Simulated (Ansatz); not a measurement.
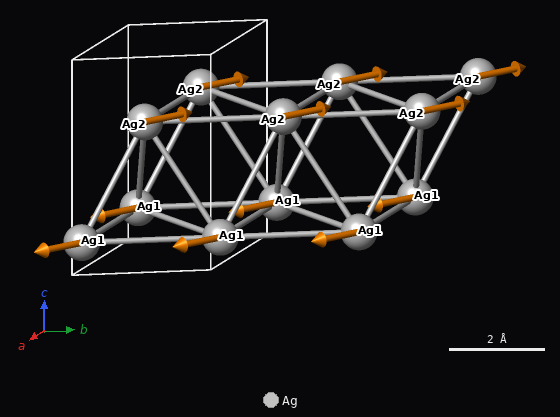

This is a relaxation of crystalline Ag (a generated structure, set up in Cmcm). The starting structure is drawn; orange arrows show the displacements (the part carried along by the change of the cell is left out), magnified 50 times.

Style: ball-and-stick. Shown: the cell of the calculation, repeated 2 × 3 × 1 with one cell outlined, from a free direction.

Case: Au → Ag on all its sites, cell and atoms relaxed.

All numbers below come from DFT PBE, scalar-relativistic, plane waves, PAW in Ansatz.

The input:
```yaml
crystal:
  lattice:
    - [1.4489934745, -2.6025006374, 0.0]
    - [1.4489934745, 2.6025006374, 0.0]
    - [0.0, 0.0, 4.759572318]
  atoms:
    - { symbol: Ag, position: [0.6615362663, 0.3384637337, 0.25] }
    - { symbol: Ag, position: [0.3384637337, 0.6615362663, 0.75] }
basis:
  ecutwfc: 420
kpoints:
  mp_grid: { grid: [16, 16, 10] }
hamiltonian:
  xc: pbe
scf:
  occupations: { method: gaussian, width: 0.1 }
output:
  forces: true
  stress: true
  eigenvalues: true
  write_density: true
  write_potential: true
  elf: true
  volumetric_format: npy
relax:
  adjacent_minimum: "off"
  f_tol: 0.01
  max_steps: 60
  cell: { stress_tol: 0.1 }
```

Run as
```bash
ansatz run input.yaml --threads 1 --pin off --max-ram 2560MiB --backend cpu --events-out ev --progress --plain --runs-dir out
```

Q: What did the optimiser do to the structure, and how much energy did it gain?

A: The largest moves relative to the cell, 0.026 Å, are those of Ag1 and Ag2. Ag1 goes along [1 −1 0]. The drawn cell changes as follows: a = b 2.979 → 2.936 Å (−1.4 %), c 4.760 → 4.796 Å (+0.8 %), γ 121.8° → 120.0°; the volume changes by −0.3 %. Near-neighbour distances that change, for instance: Ag1–Ag1 2.979 → 2.936 Å, Ag1–Ag1 (another image) 2.898 → 2.936 Å, Ag1–Ag2 2.914 → 2.936 Å. The space group (tolerance 0.01 Å) goes from Cmcm (No. 63) to P6_3/mmc (No. 194). The energy falls by 2.4 meV per atom in 3 accepted moves (4 points after the start). Largest force component: 0.0095 eV/Å at the start, 0.0003 eV/Å at the end. The pressure goes from −0.19 to 0.00 GPa. At 1 point the geometry stayed and the basis and grid were re-selected for the new cell (energy shift of less than 0.05 meV per atom at most each time).
